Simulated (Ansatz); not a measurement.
## Run report: ZnS, geometry relaxation

ZnS (F-43m, 2 atoms in the cell), computed with DFT PBE, scalar-relativistic, plane waves, PAW, no spin polarisation (Ansatz 0.2.0).

The structure derives from a Materials Project entry.

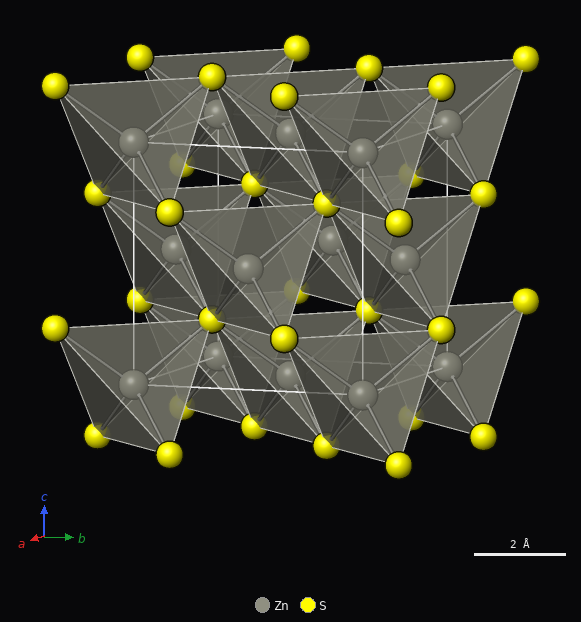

**Figure 1.** The starting structure (polyhedral view of the cell 4 times as large as that of the calculation, set on its symmetry axes, seen slightly off an axis; polyhedra are completed across the faces of the cell).

Key numbers:

```json
{"quantity": "outcome", "value": "converged"}
{"quantity": "space group (tolerance 0.01 Å)", "value": "F-43m (216)"}
{"quantity": "electrons treated", "value": "18"}
{"quantity": "free energy", "value": "−4222.7344 eV"}
{"quantity": "Fermi energy", "value": "6.523 eV"}
{"quantity": "gap on the k-point mesh", "value": "2.02 eV"}
{"quantity": "pressure", "value": "0.05 GPa"}
{"quantity": "final volume", "value": "40.30 Å³"}
{"quantity": "largest force (length of the vector) at the end", "value": "under 0.001 eV/Å"}
{"quantity": "final cell", "value": "a = 3.848 Å, b = 3.848 Å, c = 3.848 Å, α = 60.00°, β = 60.00°, γ = 60.00°"}
{"quantity": "hardware", "value": "4 threads of AMD EPYC (Zen 3), 24 GiB of memory available, shared host"}
{"quantity": "wall time", "value": "2.7 s (CPU time 9.4 s)"}
{"quantity": "peak memory", "value": "0.42 GiB"}
```

Input:
```yaml
crystal:
  lattice:
    - [0.0, 2.6936828773, 2.6936828773]
    - [2.6936828773, 0.0, 2.6936828773]
    - [2.6936828773, 2.6936828773, 0.0]
  atoms:
    - { symbol: Zn, position: [0.0, 0.0, 0.0] }
    - { symbol: S, position: [0.25, 0.25, 0.25] }
basis:
  ecutwfc: 420
kpoints:
  mp_grid: { grid: [10, 10, 10] }
hamiltonian:
  xc: pbe
scf:
  occupations: { method: gaussian, width: 0.02 }
output:
  forces: true
  stress: true
  eigenvalues: true
  write_density: true
  write_potential: true
  elf: true
  volumetric_format: npy
relax:
  adjacent_minimum: "off"
  f_tol: 0.005
  max_steps: 80
  cell: { stress_tol: 0.05 }
```

Command:
```bash
ansatz run input.yaml --threads 4 --pin off --max-ram 8192MiB --backend cpu --events-out ev --progress --plain --runs-dir out
```

What the program printed:
```
Engine: ansatz 0.2.0, x86_64-unknown-linux-gnu
Pseudopotentials: kind: paw
Pseudopotential: Zn, paw, valence charge 12, recommended cutoff 420 eV (normal), Zn.paw.azcp
Pseudopotential: S, paw, valence charge 6, recommended cutoff 420 eV (normal), S.paw.azcp
Functional definition: PBE
  parameter kappa = 0.804
  parameter beta = 0.06672455060314922
  exchange = pbe_x(kappa = kappa, mu = beta*pi^2/3)
  correlation = pbe_c(beta = beta)
Crystal: 2 atoms, lattice volume = 39.090 Å³
Basis set: ecut = 420 eV, 749 PW (Γ), exchange–correlation on 54×54×54 points (8 copies of the dense FFT grid, shifted against one another)
Bands: 13, of which v1, the nominal top of the filled ones, is band 9 counted from 1 (8 counted from 0)
Symmetry: 24 space group operations
Space group: F-43m (ITA 216), of the structure as read, at distance tolerance 3.4e-5 Å
k-points: 47 of 1000 (time reversal used)
Non-local potential: Zn, projectors of the file, l = 0: 2, l = 1: 2, l = 2: 3, l = 3: 1
Non-local potential: S, projectors of the file, l = 0: 2, l = 1: 2, l = 2: 2
PAW form: soft (Blöchl's): semilocal exchange-correlation on the pseudo side does not see the compensation charge
PAW one-centre angular grid: Zn, 590 points (default); XC on 64 Gauss nodes
PAW one-centre angular grid: S, 110 points (default); XC on 64 Gauss nodes
Initial density: superposition of atomic densities (neutral atoms: chi_scale 0, normalization atom), corrected by the library's trained network
Initial wavefunctions: pseudopotential atomic-orbital guess
Functional: x = pbe(κ = 0.804, μ = 0.2195149727645171), c = pbe(β = 0.06672455060314922)
SCF iter   1: F=—  HF=-4222.725482 eV  |F-HF|=—  |Δ(HF+E_count)|=         —  Δρ=6.00e-4  dr2=1.80e-4  ethr=1.77e-3  ⟨swp⟩=5.8  Hψ=3699  notcnv=0
preconditioner: auto → none  [insulator: Δε(μ)=2.142 eV  Ē_g=12.247 eV  σ=0.020 eV  W_gap=1.00  n_scr=14 (ndim 8)  ℏωp=25.2 eV  f_vac=0.025  D(μ)=0.00/eV (n_scr^D=0)  ε∞_Penn≈5.2]
SCF iter   2: F=—  HF=-4222.725693 eV  |F-HF|=—  |Δ(HF+E_count)|=   2.12e-4  Δρ=5.26e-4  dr2=5.00e-5  ethr=9.98e-7  ⟨swp⟩=2.4  Hψ=1556  notcnv=0
SCF iter   3: F=—  HF=-4222.725721 eV  |F-HF|=—  |Δ(HF+E_count)|=   2.83e-5  Δρ=1.51e-4  dr2=6.38e-6  ethr=2.78e-7  ⟨swp⟩=2.0  Hψ=985  notcnv=0
SCF iter   4: F=—  HF=-4222.725731 eV  |F-HF|=—  |Δ(HF+E_count)|=   9.30e-6  Δρ=6.94e-5  dr2=9.57e-7  ethr=3.55e-8  ⟨swp⟩=2.0  Hψ=987  notcnv=0
SCF iter   5: F=—  HF=-4222.725734 eV  |F-HF|=—  |Δ(HF+E_count)|=   3.04e-6  Δρ=3.24e-5  dr2=2.69e-7  ethr=5.31e-9  ⟨swp⟩=2.0  Hψ=1034  notcnv=0
SCF iter   6: F=-4222.725734 eV  HF=-4222.725734 eV  |F-HF|=8.43e-9  |Δ(HF+E_count)|=   4.72e-7  Δρ=3.64e-6  dr2=2.31e-9  ethr=5.56e-10  ⟨swp⟩=9.1  Hψ=4570  notcnv=0
SCF 1 converged in 6 iterations: F = -4222.725734 eV  dr2 = 2.31e-9
  greatest PAW one-centre occupation: 0.983 electrons in one spin orbital (limit 2), on the Zn atom at site 0 (counted from 0), in its partial waves of l = 2
relax step   1: F+E_penalty+E_count = -4222.72573426 eV  Δ(F+E_penalty+E_count) = +0.000e0 eV  max|allowed force component| = 1.943e-16 eV/Å  Δτ_max = 0.0000 Å  P = +2.319 GPa  Ω = 39.090 Å³  (6 SCF iters, dr2 threshold 1.00e-7 eV, accepted)
Crystal: 2 atoms, lattice volume = 39.778 Å³
Initial density: handed on by an earlier stage of this run
Initial wavefunctions: those handed on with the density
iter 1 solved again at ethr=1.41e-6 eV; its pass at ethr=3.10e-3 eV (dr2=2.55e-4 eV) is discarded
SCF iter   1: F=—  HF=-4222.732509 eV  |F-HF|=—  |Δ(HF+E_count)|=         —  Δρ=7.95e-4  dr2=2.33e-4  ethr=1.41e-6  ⟨swp⟩=2.0  Hψ=4586  notcnv=0
preconditioner: auto → none  [insulator: Δε(μ)=2.073 eV  Ē_g=12.162 eV  σ=0.020 eV  W_gap=1.00  n_scr=14 (ndim 8)  ℏωp=25.0 eV  f_vac=0.029  D(μ)=0.00/eV (n_scr^D=0)  ε∞_Penn≈5.2]
SCF iter   2: F=—  HF=-4222.732476 eV  |F-HF|=—  |Δ(HF+E_count)|=   3.33e-5  Δρ=2.74e-4  dr2=3.22e-5  ethr=1.30e-6  ⟨swp⟩=3.0  Hψ=1034  notcnv=0
SCF iter   3: F=—  HF=-4222.732488 eV  |F-HF|=—  |Δ(HF+E_count)|=   1.27e-5  Δρ=2.65e-4  dr2=1.48e-5  ethr=1.79e-7  ⟨swp⟩=2.0  Hψ=987  notcnv=0
SCF iter   4: F=—  HF=-4222.732486 eV  |F-HF|=—  |Δ(HF+E_count)|=   1.99e-6  Δρ=3.20e-5  dr2=3.49e-7  ethr=8.22e-8  ⟨swp⟩=2.0  Hψ=963  notcnv=0
SCF iter   5: F=-4222.732486 eV  HF=-4222.732486 eV  |F-HF|=2.38e-8  |Δ(HF+E_count)|=   6.51e-8  Δρ=1.22e-5  dr2=3.53e-8  ethr=1.11e-9  ⟨swp⟩=9.9  Hψ=4748  notcnv=0
SCF 2 converged in 5 iterations: F = -4222.732486 eV  dr2 = 3.53e-8
relax step   2: F+E_penalty+E_count = -4222.73248638 eV  Δ(F+E_penalty+E_count) = -6.752e-3 eV  max|allowed force component| = 7.170e-17 eV/Å  Δτ_max = 0.0000 Å  P = +0.982 GPa  Ω = 39.778 Å³  energy of the carried Pulay correction = -2.885e-4 eV  (5 SCF iters, dr2 threshold 2.00e-7 eV, accepted)
Crystal: 2 atoms, lattice volume = 40.299 Å³
iter 1 solved again at ethr=9.88e-7 eV; its pass at ethr=3.10e-3 eV (dr2=1.78e-4 eV) is discarded
SCF iter   1: F=—  HF=-4222.733933 eV  |F-HF|=—  |Δ(HF+E_count)|=         —  Δρ=5.64e-4  dr2=1.21e-4  ethr=9.88e-7  ⟨swp⟩=2.0  Hψ=4396  notcnv=0
preconditioner: auto → none  [insulator: Δε(μ)=2.017 eV  Ē_g=12.099 eV  σ=0.020 eV  W_gap=1.00  n_scr=14 (ndim 8)  ℏωp=24.8 eV  f_vac=0.030  D(μ)=0.00/eV (n_scr^D=0)  ε∞_Penn≈5.2]
SCF iter   2: F=—  HF=-4222.733930 eV  |F-HF|=—  |Δ(HF+E_count)|=   3.58e-6  Δρ=2.04e-4  dr2=1.70e-5  ethr=6.72e-7  ⟨swp⟩=3.0  Hψ=1022  notcnv=0
SCF iter   3: F=—  HF=-4222.733933 eV  |F-HF|=—  |Δ(HF+E_count)|=   2.74e-6  Δρ=1.89e-4  dr2=8.18e-6  ethr=9.42e-8  ⟨swp⟩=2.0  Hψ=987  notcnv=0
SCF iter   4: F=—  HF=-4222.733931 eV  |F-HF|=—  |Δ(HF+E_count)|=   1.39e-6  Δρ=2.39e-5  dr2=1.75e-7  ethr=1.11e-9  ⟨swp⟩=7.2  Hψ=4395  notcnv=0
SCF iter   5: F=-4222.733931 eV  HF=-4222.733931 eV  |F-HF|=1.52e-8  |Δ(HF+E_count)|=   3.85e-8  Δρ=8.97e-6  dr2=1.95e-8  ethr=9.73e-10  ⟨swp⟩=9.8  Hψ=4644  notcnv=0
SCF 3 converged in 5 iterations: F = -4222.733931 eV  dr2 = 1.95e-8
relax step   3: F+E_penalty+E_count = -4222.73393121 eV  Δ(F+E_penalty+E_count) = -1.445e-3 eV  max|allowed force component| = 1.064e-16 eV/Å  Δτ_max = 0.0000 Å  P = +0.050 GPa  Ω = 40.299 Å³  energy of the carried Pulay correction = -5.037e-4 eV  (5 SCF iters, dr2 threshold 2.00e-7 eV, accepted)
Initial wavefunctions: pseudopotential atomic-orbital guess (no wavefunctions were taken with the density)
iter 1 solved again at ethr=2.05e-7 eV; its pass at ethr=3.10e-3 eV (dr2=3.70e-5 eV) is discarded
SCF iter   1: F=—  HF=-4222.734071 eV  |F-HF|=—  |Δ(HF+E_count)|=         —  Δρ=1.74e-4  dr2=5.34e-7  ethr=2.05e-7  ⟨swp⟩=3.0  Hψ=5301  notcnv=0
preconditioner: auto → none  [insulator: Δε(μ)=2.018 eV  Ē_g=12.098 eV  σ=0.020 eV  W_gap=1.00  n_scr=14 (ndim 8)  ℏωp=24.8 eV  f_vac=0.029  D(μ)=0.00/eV (n_scr^D=0)  ε∞_Penn≈5.2]
SCF iter   2: F=—  HF=-4222.734339 eV  |F-HF|=—  |Δ(HF+E_count)|=   2.68e-4  Δρ=1.03e-4  dr2=7.72e-7  ethr=2.97e-9  ⟨swp⟩=2.0  Hψ=1022  notcnv=0
SCF iter   3: F=—  HF=-4222.734413 eV  |F-HF|=—  |Δ(HF+E_count)|=   7.43e-5  Δρ=3.63e-5  dr2=1.67e-7  ethr=2.97e-9  ⟨swp⟩=2.0  Hψ=988  notcnv=0
SCF iter   4: F=—  HF=-4222.734423 eV  |F-HF|=—  |Δ(HF+E_count)|=   9.68e-6  Δρ=6.11e-6  dr2=1.97e-9  ethr=9.28e-10  ⟨swp⟩=2.0  Hψ=987  notcnv=0
SCF iter   5: F=—  HF=-4222.734423 eV  |F-HF|=—  |Δ(HF+E_count)|=   3.35e-7  Δρ=7.27e-7  dr2=5.56e-11  ethr=1.09e-11  ⟨swp⟩=2.6  Hψ=1057  notcnv=0
SCF iter   6: F=-4222.734423 eV  HF=-4222.734423 eV  |F-HF|=1.09e-11  |Δ(HF+E_count)|=   4.39e-9  Δρ=9.22e-8  dr2=3.30e-12  ethr=1.00e-12  ⟨swp⟩=5.7  Hψ=2558  notcnv=0
SCF 4 converged in 6 iterations: F = -4222.734423 eV  dr2 = 3.30e-12
relax step   4: F+E_penalty+E_count = -4222.73442299 eV  Δ(F+E_penalty+E_count) = -4.918e-4 eV  max|allowed force component| = 7.633e-17 eV/Å  Δτ_max = 0.0000 Å  P = +0.049 GPa  Ω = 40.299 Å³  stress off target by 4.93e-2 GPa  SCF on the basis re-selected at this cell (its energy is not comparable with the rows above)  (6 SCF iters)
```

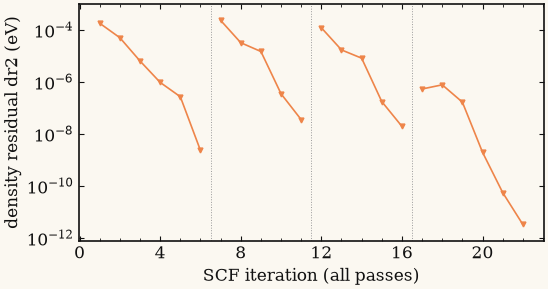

**Figure 2.** Convergence of the self-consistent field: density residual dr2 against the SCF iteration. The dotted lines part the SCF passes of the relaxation: geometry steps, rejected trials and re-solves on a re-selected basis. The passes take 6, 5, 5 and 6 iterations.

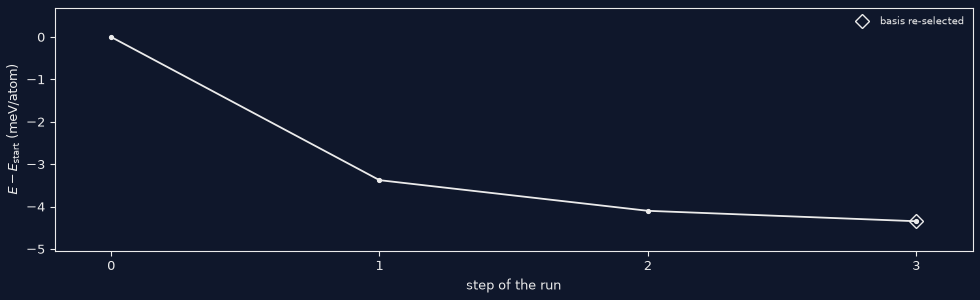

**Figure 3.** Progress of the relaxation, step by step (the first geometry is step 0 here and step 1 in the log).

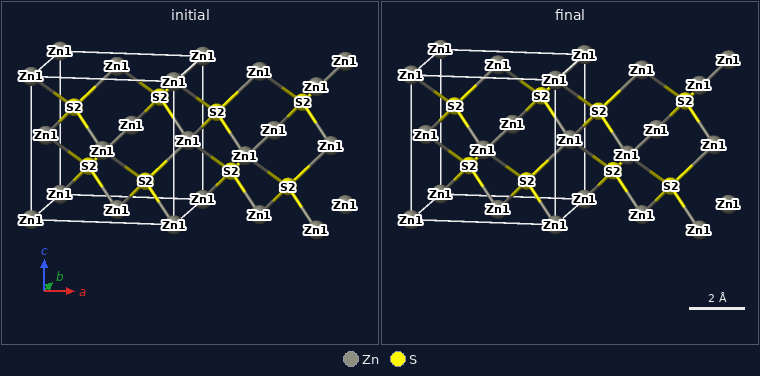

**Figure 4.** Before (left) and after (right) the relaxation, at one scale (ball-and-stick view of the cell 4 times as large as that of the calculation, set on its symmetry axes, repeated 2 × 1 × 1, seen slightly off an axis). After 2 geometry steps the energy has fallen by 4.1 meV per atom. All forces vanish by symmetry, so only the cell relaxes. The pressure goes from 2.32 to 0.05 GPa. No atom moves by more than 0.005 Å relative to the cell. The volume changes by +3.1 %, with a = b = c 5.387 → 5.442 Å (+1.0 %). Distances before and after: Zn1–S2 2.333 → 2.357 Å. The space group stays F-43m (No. 216). A last SCF at the same geometry on a re-selected plane-wave basis shifts the energy by −0.2 meV per atom. (Atoms are counted from 1 in the order of the input.)

```
basis re-selected at this cell: Δ(F+E_penalty+E_count) = -4.918e-4 eV, ΔP = -0.000 GPa vs the last step (what re-selecting the basis moved, of the pressure what is left beyond the Pulay correction that the steps carried, after the strain that the cell walked since its last selection, with what the two solves' SCF thresholds leave and, on support functions, any second-order correction that the steps lacked; it is no measure of the basis error at this ecutwfc). This SCF's stress stands 4.93e-2 GPa from its target on what of the cell is left free (relax.cell.stress_tol is 5.00e-2 GPa) and its largest allowed force component is 7.63e-17 eV/Å (relax.f_tol is 5.00e-3 eV/Å): within both
SCF converged after 6 iterations
Free energy (F): -4222.734423 eV
Harris-Foulkes:  -4222.734423 eV  (|F-HF|=1.09e-11)
Internal energy: -4222.734423 eV  (E = F + TS)
E sigma→0 (E₀):  -4222.734423 eV
Fermi energy:    6.523393 eV
--- Per-component energies (eV) ---
  E_band       = 1.460767
  E_kinetic    = 237.813062
  E_local      = -2054.719716  (includes V_loc(G=0)·N_el)
  E_nonlocal   = 642.901465
  E_hartree    = 858.692607
  E_xc         = -234.120313
  E_vxc        = -139.176972  (∫ρ·V_xc dr)
  E_paw        = -2428.744500  (= ΣΔE_a)
  E_vpaw       = -402.741975  (= ΣTr[D̂ρ^β])
  E_aug_tail   = -0.000348  (compensation charges beyond the density's cutoff)
  E_ewald      = -1244.556680
  E_smearing   = -0.000000  (= −TS)
  E_closure    = 0.000000  (closes the sum)
  Σ components = -4222.734423   (vs F -4222.734423, Δ=0.00e0)
--- Forces (eV/Å), atoms counted from 1 ---
  atom   1  Zn     0.00000000    -0.00000000    -0.00000000
  atom   2  S      0.00000000     0.00000000     0.00000000
  max |Σ_I F_I| component: 5.55e-17 eV/Å
--- Stress (GPa, compression-positive) ---
        0.049305      -0.000000      -0.000000
       -0.000000       0.049305       0.000000
       -0.000000       0.000000       0.049305
  P = ⅓ Tr σ = 0.0493 GPa (0.493 kbar)
--- Band table (eV; the first three rows and the last of 47) ---
  k-point 0: bands = ["-7.4829", "-0.7397", "-0.7397", "-0.7397", "-0.2644", "-0.2644", "5.5143", "5.5143", "5.5143", "7.5323", "11.8986", "11.8986", "11.8986"]
  k-point 1: bands = ["-7.4101", "-0.7387", "-0.7265", "-0.7265", "-0.2656", "-0.2656", "4.7320", "5.4207", "5.4207", "8.1453", "11.8022", "12.0636", "12.0636"]
  k-point 2: bands = ["-7.2093", "-0.7181", "-0.6939", "-0.6939", "-0.2656", "-0.2656", "3.4020", "5.1931", "5.1931", "8.8097", "12.0028", "12.3938", "12.3938"]
  k-point 46: bands = ["-6.2892", "-0.6199", "-0.4671", "-0.3508", "-0.2654", "0.0984", "1.0283", "2.9124", "2.9264", "10.8240", "11.1630", "13.8052", "14.0391"]
--- Relaxed structure (3 steps of the walk, 3 accepted, 1 SCFs on fresh bases) ---
  F+E_penalty+E_count = -4222.73442299 eV   max|allowed force component| = 7.633e-17 eV/Å   (the final SCF, on the basis selected at the relaxed cell)
  cell:  # Å, volume = 40.2986 Å³
    - [3.464852982369001e-33, 2.7211543721098566, 2.7211543721098566]
    - [2.7211543721098566, 3.426637692122284e-33, 2.7211543721098566]
    - [2.7211543721098566, 2.7211543721098566, 4.038082336069755e-33]
  atoms:
    - { symbol: Zn, position: [-4.537983105184033e-34, 2.6015783746921285e-34, 5.739857387426845e-34] }
    - { symbol: S, position: [0.25, 0.25, 0.25] }
```

Trajectory as extended XYZ (Å, eV, eV/Å), 4 frames, from step=1 to step=4:
```
2
Lattice="0.0000 2.6937 2.6937 2.6937 0.0000 2.6937 2.6937 2.6937 0.0000" Properties=species:S:1:pos:R:3:forces:R:3 step=1 energy=-4222.72573 pressure_GPa=2.32
Zn    0.0000    0.0000    0.0000    0.0000   0.0000   0.0000
S     1.3468    1.3468    1.3468    0.0000   0.0000   0.0000
2
Lattice="0.0000 2.7094 2.7094 2.7094 0.0000 2.7094 2.7094 2.7094 0.0000" Properties=species:S:1:pos:R:3:forces:R:3 step=2 energy=-4222.73249 pressure_GPa=0.98
Zn    0.0000    0.0000    0.0000    0.0000   0.0000   0.0000
S     1.3547    1.3547    1.3547    0.0000   0.0000   0.0000
2
Lattice="0.0000 2.7212 2.7212 2.7212 0.0000 2.7212 2.7212 2.7212 0.0000" Properties=species:S:1:pos:R:3:forces:R:3 step=3 energy=-4222.73393 pressure_GPa=0.05
Zn    0.0000    0.0000    0.0000    0.0000   0.0000   0.0000
S     1.3606    1.3606    1.3606    0.0000   0.0000   0.0000
2
Lattice="0.0000 2.7212 2.7212 2.7212 0.0000 2.7212 2.7212 2.7212 0.0000" Properties=species:S:1:pos:R:3:forces:R:3 step=4 energy=-4222.73442 pressure_GPa=0.05
Zn    0.0000    0.0000    0.0000    0.0000   0.0000   0.0000
S     1.3606    1.3606    1.3606    0.0000   0.0000   0.0000
```

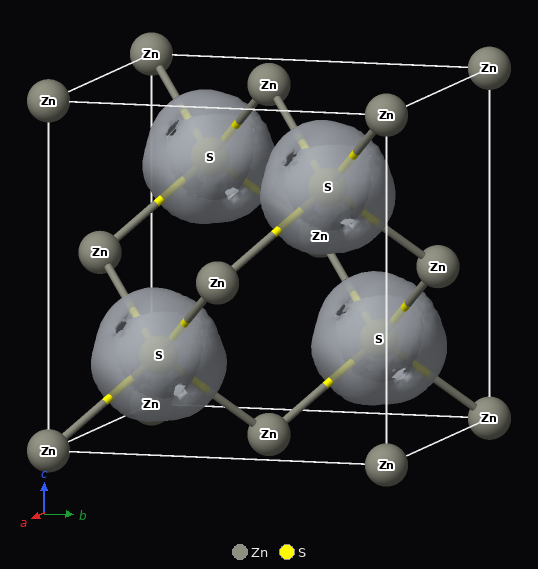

**Figure 5.** Isosurface of the ELF at 0.8 (grey), seen slightly off an axis. Only the valence region is drawn (cores and ρ < 0.01 e/Å³ removed). Sticks mark near contacts. The outline is the cell set on symmetry axes. Profiles from the grid: Zn–S (2.36 Å): the ELF is about 0.55 at the midpoint. Core electrons are frozen (PAW), so the fields are smoothed inside the atomic spheres.

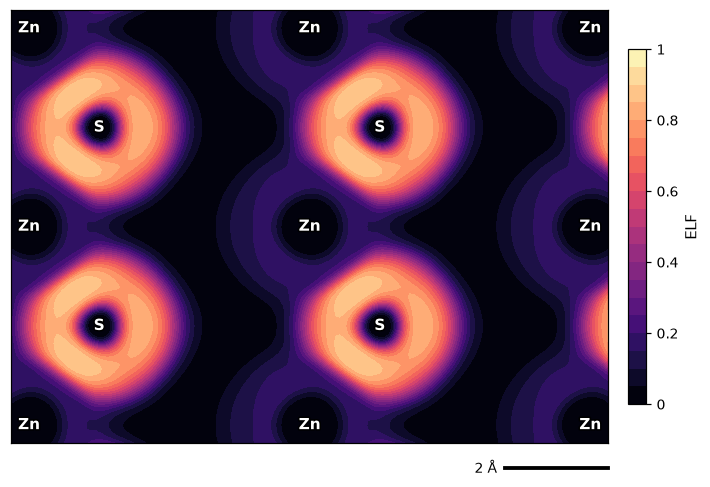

**Figure 6.** ELF on the (101) plane of the conventional cell. Zn–S (2.36 Å): the ELF is about 0.55 at the midpoint.
